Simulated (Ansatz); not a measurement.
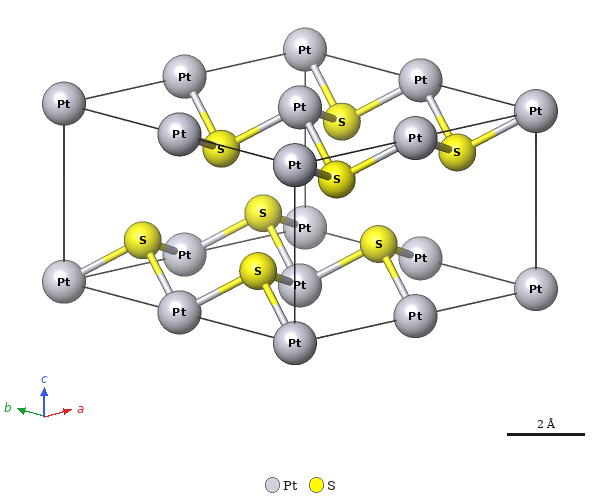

*The input geometry (ball-and-stick view of the cell of the calculation, seen at an oblique angle). An atom can appear more than once, as a periodic image.*

Near neighbours in the periodic cell (some may lie outside the picture): Pt has 6 S at 2.39 Å; S has 3 Pt at 2.39 Å.

## PtS2: molecular dynamics (part 1 of 2)

- system: PtS2 (P-3m1, 12 atoms in the cell)
- method: DFT, r2SCAN, plane waves, PAW, no spin polarisation (Ansatz 0.2.0)

The structure derives from an entry of the Crystallography Open Database. The geometry comes from this level: r2scan-rvv10. It belongs to a series of runs on one base structure; here: NVT, Nosé–Hoover thermostat at 200 K.

## The program's output
```
Warning: md: disabling space-group detection — thermal motion breaks the input geometry's symmetry, so no spatial operation reduces the k-mesh or symmetrises the density; time reversal is kept, so that k and −k are solved as one point where they differ and the mesh holds both, and exact exchange and, on two spinor components, a DFT+U term hold to it where the run has them: on two components no moment then forms, and a state that bears one, which a typed moment (crystal.atoms[].spin; refused beside efield: under a hybrid functional) reaches, can lie lower, under hf by electronvolts; crystal.symmetry.detect: false (a key that needs symmetry detection or time reversal refuses this as the deck is read) with time_reversal: false beside it drops time reversal too
Engine: ansatz 0.2.0, aarch64-unknown-linux-gnu
Pseudopotentials: kind: paw
Pseudopotential: Pt, paw, valence charge 18, recommended cutoff 500 eV (meta_gga), Pt.paw.azcp
Pseudopotential: S, paw, valence charge 6, recommended cutoff 500 eV (meta_gga), S.paw.azcp
Functional definition: r2SCAN
  parameter k0 = 0.174
  parameter k1 = 0.065
  parameter a1 = 4.9479
  exchange = r2scan_x(k0 = k0, k1 = k1, a1 = a1)
  correlation = r2scan_c
Crystal: 12 atoms, lattice volume = 223.975 Å³
Basis set: ecut = 500 eV, 5665 PW (Γ), exchange–correlation on 216×216×160 points (64 copies of the dense FFT grid, shifted against one another)
Bands: 72, of which v1, the nominal top of the filled ones, is band 60 counted from 1 (59 counted from 0)
Symmetry: 1 space group operations
k-points: 19 of 36 (time reversal used)
Non-local potential: Pt, projectors of the file, l = 0: 3, l = 1: 2, l = 2: 2, l = 3: 1
Non-local potential: S, projectors of the file, l = 0: 2, l = 1: 2, l = 2: 2
PAW form: soft (Blöchl's): semilocal exchange-correlation on the pseudo side does not see the compensation charge
PAW frozen core: Pt, regenerated for the run's functional (the file was generated under x = pbe(κ = 0.804, μ = 0.2195149727645171), c = pbe(β = 0.06672455060314922))
PAW frozen core: S, regenerated for the run's functional (the file was generated under x = pbe(κ = 0.804, μ = 0.2195149727645171), c = pbe(β = 0.06672455060314922))
PAW one-centre angular grid: Pt, 590 points (default); XC on 160 Gauss nodes
PAW one-centre angular grid: S, 302 points (default); XC on 160 Gauss nodes
Initial density: superposition of atomic densities (neutral atoms: chi_scale 0, normalization atom), corrected by the library's trained network
Initial wavefunctions: pseudopotential atomic-orbital guess
Functional: x = r2scan, c = r2scan; τ floored in thin density (d = 2e-4 eV/Å³)
SCF iter   1: F=—  HF=-57398.844643 eV  |F-HF|=—  |Δ(HF+E_count)|=         —  Δρ=8.65e-3  dr2=1.52e-1  dr2_τ=3.40e-1  ethr=1.77e-3  ⟨swp⟩=6.7  Hψ=5343  notcnv=0
preconditioner: auto → Resta (q_TF=auto, 2.459 Å⁻¹)  ε∞=7.5  [insulator: Δε(μ)=0.888 eV  Ē_g=9.109 eV  σ=0.020 eV  W_gap=1.00  n_scr=58 (ndim 8)  ℏωp=23.3 eV  f_vac=0.018  D(μ)=0.00/eV (n_scr^D=0)  ε∞_Penn≈7.5]
SCF iter   2: F=—  HF=-57398.979537 eV  |F-HF|=—  |Δ(HF+E_count)|=   1.35e-1  Δρ=5.04e-3  dr2=1.93e-2  dr2_τ=8.60e-3  ethr=1.27e-4  ⟨swp⟩=2.9  Hψ=2567  notcnv=0  defer=76
SCF iter   3: F=—  HF=-57398.983156 eV  |F-HF|=—  |Δ(HF+E_count)|=   3.62e-3  Δρ=2.74e-3  dr2=5.64e-3  dr2_τ=3.73e-4  ethr=1.61e-5  ⟨swp⟩=2.0  Hψ=1444  notcnv=0  defer=38
automatic band count: iteration 3 solves 70 bands in place of 72: the levels show a gap, and the empty bands left out lie too high to hold charge; the band table lists the bands solved (type scf.n_extra_bands for more)
SCF iter   4: F=—  HF=-57398.984867 eV  |F-HF|=—  |Δ(HF+E_count)|=   1.71e-3  Δρ=2.68e-4  dr2=1.12e-4  dr2_τ=9.16e-6  ethr=4.70e-6  ⟨swp⟩=2.3  Hψ=2128  notcnv=0  defer=38
SCF iter   5: F=—  HF=-57398.984906 eV  |F-HF|=—  |Δ(HF+E_count)|=   3.91e-5  Δρ=6.05e-5  dr2=1.06e-5  dr2_τ=8.98e-7  ethr=9.30e-8  ⟨swp⟩=2.3  Hψ=2207  notcnv=0  defer=38
SCF iter   6: F=—  HF=-57398.984732 eV  |F-HF|=—  |Δ(HF+E_count)|=   1.74e-4  Δρ=1.13e-5  dr2=2.99e-7  dr2_τ=2.79e-8  ethr=8.82e-9  ⟨swp⟩=2.0  Hψ=2073  notcnv=0  defer=38
SCF iter   7: F=—  HF=-57398.984732 eV  |F-HF|=—  |Δ(HF+E_count)|=   2.09e-7  Δρ=7.28e-6  dr2=1.94e-7  dr2_τ=2.89e-8  ethr=2.49e-10  ⟨swp⟩=2.2  Hψ=2249  notcnv=0  defer=38
SCF iter   8: F=-57398.984732 eV  HF=-57398.984732 eV  |F-HF|=1.27e-9  |Δ(HF+E_count)|=   2.31e-8  Δρ=1.95e-6  dr2=1.02e-8  dr2_τ=1.30e-9  ethr=1.00e-11  ⟨swp⟩=3.6  Hψ=5438  notcnv=0
SCF 1 converged in 8 iterations: F = -57398.984732 eV  dr2 = 1.02e-8
  greatest PAW one-centre occupation: 1.000 electrons in one spin orbital (limit 2), on the Pt atom at site 9 (counted from 0), in its partial waves of l = 0
md step     0: t =     0.00 fs  T =   200.0 K  F+E_penalty+E_count = -57398.98473203 eV  E_kin = 0.284372 eV  conserved = -57398.70036003 eV  (8 SCF iters)
Initial density: handed on by an earlier stage of this run
Initial wavefunctions: those handed on with the density
iter 1 solved again at ethr=4.12e-7 eV; its pass at ethr=3.10e-3 eV (dr2=4.94e-4 eV) is discarded
SCF iter   1: F=—  HF=-57398.980510 eV  |F-HF|=—  |Δ(HF+E_count)|=         —  Δρ=7.44e-4  dr2=4.76e-4  dr2_τ=5.19e-3  ethr=4.12e-7  ⟨swp⟩=3.0  Hψ=6370  notcnv=0
automatic band count: iteration 1 solves 70 bands in place of 72: the levels show a gap, and the empty bands left out lie too high to hold charge; the band table lists the bands solved (type scf.n_extra_bands for more)
preconditioner: auto → Resta (q_TF=auto, 2.459 Å⁻¹)  ε∞=8.5  [insulator: Δε(μ)=0.980 eV  Ē_g=8.498 eV  σ=0.020 eV  W_gap=1.00  n_scr=58 (ndim 8)  ℏωp=23.3 eV  f_vac=0.018  D(μ)=0.00/eV (n_scr^D=0)  ε∞_Penn≈8.5]
SCF iter   2: F=—  HF=-57398.982588 eV  |F-HF|=—  |Δ(HF+E_count)|=   2.08e-3  Δρ=4.16e-4  dr2=1.26e-4  dr2_τ=1.17e-5  ethr=3.96e-7  ⟨swp⟩=2.0  Hψ=2432  notcnv=0
SCF iter   3: F=—  HF=-57398.982626 eV  |F-HF|=—  |Δ(HF+E_count)|=   3.81e-5  Δρ=1.15e-4  dr2=2.64e-5  dr2_τ=5.44e-6  ethr=1.05e-7  ⟨swp⟩=3.0  Hψ=2360  notcnv=0
SCF iter   4: F=—  HF=-57398.982629 eV  |F-HF|=—  |Δ(HF+E_count)|=   3.31e-6  Δρ=2.60e-5  dr2=1.63e-6  dr2_τ=1.36e-7  ethr=2.20e-8  ⟨swp⟩=2.7  Hψ=2202  notcnv=0
SCF iter   5: F=—  HF=-57398.982465 eV  |F-HF|=—  |Δ(HF+E_count)|=   1.64e-4  Δρ=1.28e-5  dr2=4.24e-7  dr2_τ=5.00e-8  ethr=1.36e-9  ⟨swp⟩=2.7  Hψ=2075  notcnv=0
SCF iter   6: F=—  HF=-57398.982465 eV  |F-HF|=—  |Δ(HF+E_count)|=   8.30e-8  Δρ=5.08e-6  dr2=9.47e-8  dr2_τ=1.03e-8  ethr=3.53e-10  ⟨swp⟩=2.4  Hψ=2073  notcnv=0
SCF iter   7: F=-57398.982465 eV  HF=-57398.982465 eV  |F-HF|=6.69e-10  |Δ(HF+E_count)|=   8.83e-9  Δρ=1.24e-6  dr2=5.26e-9  dr2_τ=3.83e-10  ethr=1.00e-11  ⟨swp⟩=3.0  Hψ=5165  notcnv=0
SCF 2 converged in 7 iterations: F = -57398.982465 eV  dr2 = 5.26e-9
  greatest PAW one-centre occupation: 1.000 electrons in one spin orbital (limit 2), on the Pt atom at site 6 (counted from 0), in its partial waves of l = 0
md step     1: t =     1.50 fs  T =   198.4 K  F+E_penalty+E_count = -57398.98246531 eV  E_kin = 0.282113 eV  conserved = -57398.70035248 eV  (7 SCF iters)
[... from here on the SCF iterations and repeated set-up lines of each step are left out, up to the last step ...]
SCF 3 converged in 7 iterations: F = -57398.976652 eV  dr2 = 5.20e-9
md step     2: t =     3.00 fs  T =   194.3 K  F+E_penalty+E_count = -57398.97665188 eV  E_kin = 0.276316 eV  conserved = -57398.70033780 eV  (7 SCF iters)
SCF 4 converged in 7 iterations: F = -57398.967510 eV  dr2 = 4.87e-9
md step     3: t =     4.50 fs  T =   187.9 K  F+E_penalty+E_count = -57398.96750953 eV  E_kin = 0.267199 eV  conserved = -57398.70031681 eV  (7 SCF iters)
SCF 5 converged in 7 iterations: F = -57398.955357 eV  dr2 = 4.58e-9
md step     4: t =     6.00 fs  T =   179.4 K  F+E_penalty+E_count = -57398.95535740 eV  E_kin = 0.255085 eV  conserved = -57398.70029034 eV  (7 SCF iters)
SCF 6 converged in 2 iterations: F = -57398.940603 eV  dr2 = 6.99e-9
md step     5: t =     7.50 fs  T =   169.1 K  F+E_penalty+E_count = -57398.94060309 eV  E_kin = 0.240385 eV  conserved = -57398.70025937 eV  (2 SCF iters)
SCF 7 converged in 3 iterations: F = -57398.923727 eV  dr2 = 4.62e-9
md step     6: t =     9.00 fs  T =   157.2 K  F+E_penalty+E_count = -57398.92372750 eV  E_kin = 0.223581 eV  conserved = -57398.70022507 eV  (3 SCF iters)
SCF 8 converged in 2 iterations: F = -57398.905268 eV  dr2 = 4.11e-9
md step     7: t =    10.50 fs  T =   144.3 K  F+E_penalty+E_count = -57398.90526777 eV  E_kin = 0.205213 eV  conserved = -57398.70018880 eV  (2 SCF iters)
SCF 9 converged in 2 iterations: F = -57398.885799 eV  dr2 = 4.35e-9
md step     8: t =    12.00 fs  T =   130.7 K  F+E_penalty+E_count = -57398.88579901 eV  E_kin = 0.185857 eV  conserved = -57398.70015152 eV  (2 SCF iters)
SCF 10 converged in 2 iterations: F = -57398.865915 eV  dr2 = 3.23e-9
md step     9: t =    13.50 fs  T =   116.8 K  F+E_penalty+E_count = -57398.86591548 eV  E_kin = 0.166106 eV  conserved = -57398.70011402 eV  (2 SCF iters)
SCF 11 converged in 7 iterations: F = -57398.846212 eV  dr2 = 2.28e-9
md step    10: t =    15.00 fs  T =   103.1 K  F+E_penalty+E_count = -57398.84621181 eV  E_kin = 0.146553 eV  conserved = -57398.70007746 eV  (7 SCF iters)
SCF 12 converged in 3 iterations: F = -57398.827265 eV  dr2 = 3.91e-9
md step    11: t =    16.50 fs  T =    89.9 K  F+E_penalty+E_count = -57398.82726471 eV  E_kin = 0.127770 eV  conserved = -57398.70004310 eV  (3 SCF iters)
SCF 13 converged in 2 iterations: F = -57398.809616 eV  dr2 = 7.19e-9
md step    12: t =    18.00 fs  T =    77.6 K  F+E_penalty+E_count = -57398.80961563 eV  E_kin = 0.110294 eV  conserved = -57398.70001226 eV  (2 SCF iters)
SCF 14 converged in 3 iterations: F = -57398.793755 eV  dr2 = 2.47e-9
md step    13: t =    19.50 fs  T =    66.5 K  F+E_penalty+E_count = -57398.79375488 eV  E_kin = 0.094611 eV  conserved = -57398.69998562 eV  (3 SCF iters)
SCF 15 converged in 2 iterations: F = -57398.780107 eV  dr2 = 2.21e-9
md step    14: t =    21.00 fs  T =    57.1 K  F+E_penalty+E_count = -57398.78010745 eV  E_kin = 0.081142 eV  conserved = -57398.69996368 eV  (2 SCF iters)
SCF 16 converged in 2 iterations: F = -57398.769021 eV  dr2 = 5.46e-9
md step    15: t =    22.50 fs  T =    49.4 K  F+E_penalty+E_count = -57398.76902115 eV  E_kin = 0.070231 eV  conserved = -57398.69994717 eV  (2 SCF iters)
SCF 17 converged in 2 iterations: F = -57398.760757 eV  dr2 = 6.34e-9
md step    16: t =    24.00 fs  T =    43.7 K  F+E_penalty+E_count = -57398.76075716 eV  E_kin = 0.062140 eV  conserved = -57398.69993657 eV  (2 SCF iters)
SCF 18 converged in 2 iterations: F = -57398.755483 eV  dr2 = 3.38e-9
md step    17: t =    25.50 fs  T =    40.1 K  F+E_penalty+E_count = -57398.75548324 eV  E_kin = 0.057038 eV  conserved = -57398.69993223 eV  (2 SCF iters)
SCF 19 converged in 2 iterations: F = -57398.753270 eV  dr2 = 2.61e-9
md step    18: t =    27.00 fs  T =    38.7 K  F+E_penalty+E_count = -57398.75326974 eV  E_kin = 0.055001 eV  conserved = -57398.69993424 eV  (2 SCF iters)
SCF 20 converged in 2 iterations: F = -57398.754089 eV  dr2 = 7.13e-9
md step    19: t =    28.50 fs  T =    39.4 K  F+E_penalty+E_count = -57398.75408853 eV  E_kin = 0.056009 eV  conserved = -57398.69994242 eV  (2 SCF iters)
iter 1 solved again at ethr=7.09e-8 eV; its pass at ethr=3.10e-3 eV (dr2=8.51e-5 eV) is discarded
SCF iter   1: F=—  HF=-57398.757245 eV  |F-HF|=—  |Δ(HF+E_count)|=         —  Δρ=3.74e-4  dr2=7.28e-5  dr2_τ=1.87e-3  ethr=7.09e-8  ⟨swp⟩=3.0  Hψ=6376  notcnv=0
automatic band count: iteration 1 solves 69 bands in place of 72: the levels show a gap, and the empty bands left out lie too high to hold charge; the band table lists the bands solved (type scf.n_extra_bands for more)
preconditioner: auto → Resta (q_TF=auto, 2.459 Å⁻¹)  ε∞=9.3  [insulator: Δε(μ)=0.838 eV  Ē_g=8.074 eV  σ=0.020 eV  W_gap=1.00  n_scr=58 (ndim 8)  ℏωp=23.3 eV  f_vac=0.017  D(μ)=0.00/eV (n_scr^D=0)  ε∞_Penn≈9.3]
SCF iter   2: F=—  HF=-57398.757973 eV  |F-HF|=—  |Δ(HF+E_count)|=   7.27e-4  Δρ=2.19e-4  dr2=2.55e-5  dr2_τ=3.23e-6  ethr=6.06e-8  ⟨swp⟩=2.0  Hψ=2451  notcnv=0
SCF iter   3: F=—  HF=-57398.757981 eV  |F-HF|=—  |Δ(HF+E_count)|=   8.23e-6  Δρ=6.69e-5  dr2=3.59e-6  dr2_τ=7.08e-7  ethr=2.13e-8  ⟨swp⟩=2.2  Hψ=2435  notcnv=0
SCF iter   4: F=—  HF=-57398.757815 eV  |F-HF|=—  |Δ(HF+E_count)|=   1.66e-4  Δρ=1.01e-5  dr2=2.41e-7  dr2_τ=2.88e-8  ethr=2.99e-9  ⟨swp⟩=2.9  Hψ=2469  notcnv=0
SCF iter   5: F=—  HF=-57398.757815 eV  |F-HF|=—  |Δ(HF+E_count)|=   1.02e-8  Δρ=4.87e-6  dr2=7.12e-8  dr2_τ=5.92e-9  ethr=2.01e-10  ⟨swp⟩=2.5  Hψ=2188  notcnv=0
SCF iter   6: F=—  HF=-57398.757815 eV  |F-HF|=—  |Δ(HF+E_count)|=   5.04e-9  Δρ=2.48e-6  dr2=2.20e-8  dr2_τ=2.05e-9  ethr=5.93e-11  ⟨swp⟩=2.4  Hψ=2060  notcnv=0
SCF iter   7: F=-57398.757815 eV  HF=-57398.757815 eV  |F-HF|=3.64e-11  |Δ(HF+E_count)|=   1.06e-9  Δρ=5.51e-7  dr2=8.55e-10  dr2_τ=4.45e-11  ethr=1.00e-11  ⟨swp⟩=4.0  Hψ=4407  notcnv=0
SCF 21 converged in 7 iterations: F = -57398.757815 eV  dr2 = 8.55e-10
md step    20: t =    30.00 fs  T =    42.2 K  F+E_penalty+E_count = -57398.75781480 eV  E_kin = 0.059950 eV  conserved = -57398.69995634 eV  (7 SCF iters)
iter 1 solved again at ethr=1.00e-12 eV; its pass at ethr=3.10e-3 eV (dr2=8.54e-10 eV) is discarded
SCF iter   1: F=—  HF=-57398.757815 eV  |F-HF|=—  |Δ(HF+E_count)|=         —  Δρ=5.51e-7  dr2=8.54e-10  dr2_τ=4.45e-11  ethr=1.00e-12  ⟨swp⟩=2.6  Hψ=5811  notcnv=0
preconditioner: auto → Resta (q_TF=auto, 2.459 Å⁻¹)  ε∞=7.6  [insulator: Δε(μ)=0.837 eV  Ē_g=9.053 eV  σ=0.020 eV  W_gap=1.00  n_scr=58 (ndim 8)  ℏωp=23.3 eV  f_vac=0.017  D(μ)=0.00/eV (n_scr^D=0)  ε∞_Penn≈7.6]
SCF iter   2: F=-57398.757815 eV  HF=-57398.757815 eV  |F-HF|=3.64e-11  |Δ(HF+E_count)|=  9.46e-11  Δρ=3.50e-7  dr2=3.57e-10  dr2_τ=1.36e-11  ethr=1.00e-12  ⟨swp⟩=3.0  Hψ=2788  notcnv=0
SCF 22 converged in 2 iterations: F = -57398.757815 eV  dr2 = 3.57e-10
```
